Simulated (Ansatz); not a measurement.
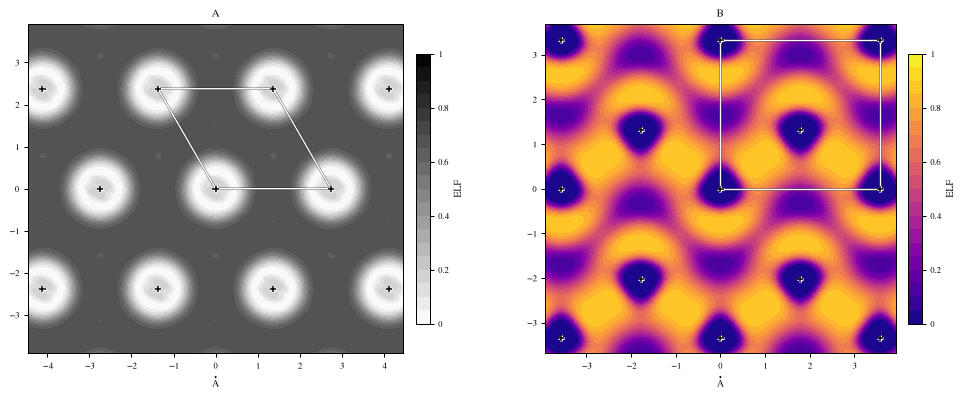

The electron localisation function of 2 systems, each on a plane through atoms (crosses mark nuclei in the plane).

All numbers below come from DFT r2SCAN, scalar-relativistic, plane waves, PAW in Ansatz 0.2.0.

System 1: Al, the (001) plane of the conventional cell. Space group P6₃/mmc; a structure from a database of computed crystals, not necessarily the ambient phase; changed on purpose from its base cell (strain -0.025 along x and y, +0.050 along z, atoms carried along).

```
CELL_PARAMETERS angstrom
2.74214 0.00000 0.00000
-1.37107 2.37477 0.00000
0.00000 0.00000 5.11019
ATOMIC_POSITIONS crystal
Al 0.66667 0.33333 0.75000
Al 0.33333 0.66667 0.25000
```

System 2: P, the (010) plane of the conventional cell. Space group Imma; a structure from a database of computed crystals, not necessarily the ambient phase; not relaxed (largest force 0.9 eV/Å).

Match each panel to its system.

Panel A is system 1, Al: the plane holds Al. Al–Al (2.74 Å): the ELF peaks at about 0.70 between the atoms. Panel B is system 2, P: the plane holds P. P–P (2.22 Å): the ELF peaks at about 0.90 between the atoms.
